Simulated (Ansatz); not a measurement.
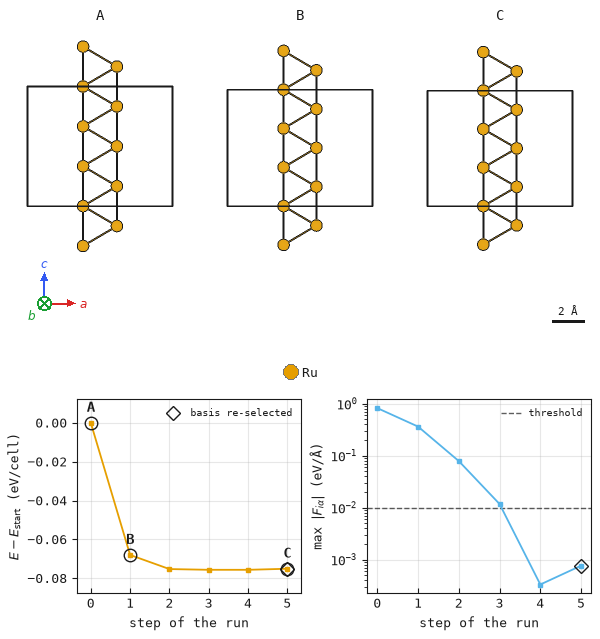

Frames of a relaxation of a wire of composition Ru, marked on the history of the run. Style: ball-and-stick. Shown: the 3 repeat of the cell, with the vacuum cut short, along the b axis.

Case: strip chain of atoms.

Theory: Ansatz 0.2.0, DFT PBEsol, scalar-relativistic, plane waves, PAW.

Input
```yaml
crystal:
  lattice:
    - [11.1, 0.0, 0.0]
    - [0.0, 9.3, 0.0]
    - [0.0, 0.0, 2.5115556483]
  atoms:
    - { symbol: Ru, position: [0.4039435627, 0.5, 0.0], spin: 1.5 }
    - { symbol: Ru, position: [0.5960564373, 0.5, 0.5], spin: 1.5 }
basis:
  ecutwfc: 420
kpoints:
  mp_grid: { grid: [1, 1, 26] }
hamiltonian:
  xc: pbesol
scf:
  occupations: { method: gaussian, width: 0.05 }
output:
  forces: true
  stress: true
  eigenvalues: true
  populations: true
  write_density: true
  write_potential: true
  elf: true
  volumetric_format: npy
magnetization:
  spin_polarized: true
relax:
  adjacent_minimum: "off"
  f_tol: 0.01
  max_steps: 45
  cell: { fix: [a, b, alpha, beta, gamma], stress_tol: 0.03 }
```

Command:
```bash
ansatz run input.yaml --threads 2 --pin off --max-ram 5120MiB --backend cpu --events-out ev --progress --plain --runs-dir out
```

**What happens along the run?**

The energy falls by 75.1 meV per cell of the calculation in 4 accepted moves (5 points after the start). The largest force component goes from 0.82 to 0.00076 eV/Å. The SCF was repeated once at an unchanged geometry on a basis and grid sized afresh for the cell, which shifted the energy by 0.5 meV per cell of the calculation at most. The largest moves relative to the layer's centre, 0.014 Å, are those of Ru1 and Ru2. Along the periodic axis the drawn cell goes c 7.535 → 7.276 Å (−3.4 %). Some distances before and after: Ru1–Ru1 2.512 → 2.425 Å, Ru1–Ru2 2.475 → 2.428 Å. From step 0 to 1: Ru atoms move most (0.03 Å), energy −68.0 meV per cell of the calculation. From step 1 to 5: Ru atoms move most (0.02 Å), energy −7.1 meV per cell of the calculation.

```json
{"step": "0", "E − E(0), meV/atom": "0.00", "largest force component, eV/Å": "0.8220", "note": ""}
{"step": "1", "E − E(0), meV/atom": "-34.01", "largest force component, eV/Å": "0.3623", "note": ""}
{"step": "2", "E − E(0), meV/atom": "-37.64", "largest force component, eV/Å": "0.0786", "note": ""}
{"step": "3", "E − E(0), meV/atom": "-37.83", "largest force component, eV/Å": "0.0117", "note": ""}
{"step": "4", "E − E(0), meV/atom": "-37.83", "largest force component, eV/Å": "0.0003", "note": ""}
{"step": "5", "E − E(0), meV/atom": "-37.56", "largest force component, eV/Å": "0.0008", "note": "same geometry, new basis"}
```

Limits of the set-up: the k-point mesh is coarse for a cell with partly filled bands.
